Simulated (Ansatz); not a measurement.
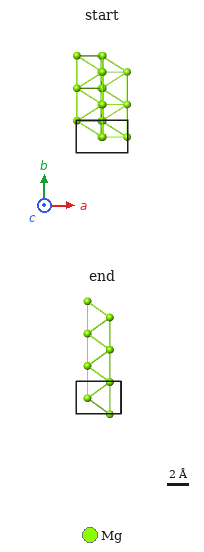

The structure of a crystal of Mg (built on the database_4 type) before (top) and after (bottom) a relaxation, at one scale.

Style: ball-and-stick. Shown: the cell of the calculation, repeated 1 × 3 × 1 with one cell outlined, along the c axis.

Case: structure listed in a database for this formula (P2_1, No. 4).

Computed with DFT PBEsol, scalar-relativistic, plane waves, PAW in Ansatz 0.2.0. Settings: plane-wave cutoff 420 eV; k-point mesh 8 × 12 × 4; occupations gaussian; smearing width 0.1 eV; no spin polarisation; cell and atoms relaxed; force threshold 0.01 eV/Å; at most 80 steps.

Q: Summarise the run.

A: The largest moves relative to the cell, 2.09 Å, are those of Mg atoms. The drawn cell changes as follows: a 5.127 → 4.445 Å (−13.3 %), b 3.242 → 3.217 Å (−0.8 %), c 15.104 → 15.864 Å (+5.0 %), β 90.1° → 90.0°; the volume changes by −9.6 %. Among the contacts that change: Mg–Mg 5.829 → 3.170 Å, Mg–Mg 5.795 → 3.169 Å, Mg–Mg 5.604 → 3.174 Å, Mg–Mg 4.731 → 3.173 Å. The space group (tolerance 0.01 Å) goes from P2_1 (No. 4) to Immm (No. 71). The energy falls by 142 meV per atom in 27 accepted moves (30 points after the start). The largest force component goes from 0.036 to 0.0034 eV/Å. Pressure: −0.08 GPa at the start and 0.00 GPa at the end. The line search rejected the trial steps at points 3, 11 of the run. At 1 point the geometry stayed and the basis and grid were re-selected for the new cell (energy shift of less than 0.05 meV per atom at most each time). The run took of the order of 40 core-minutes on a shared host.
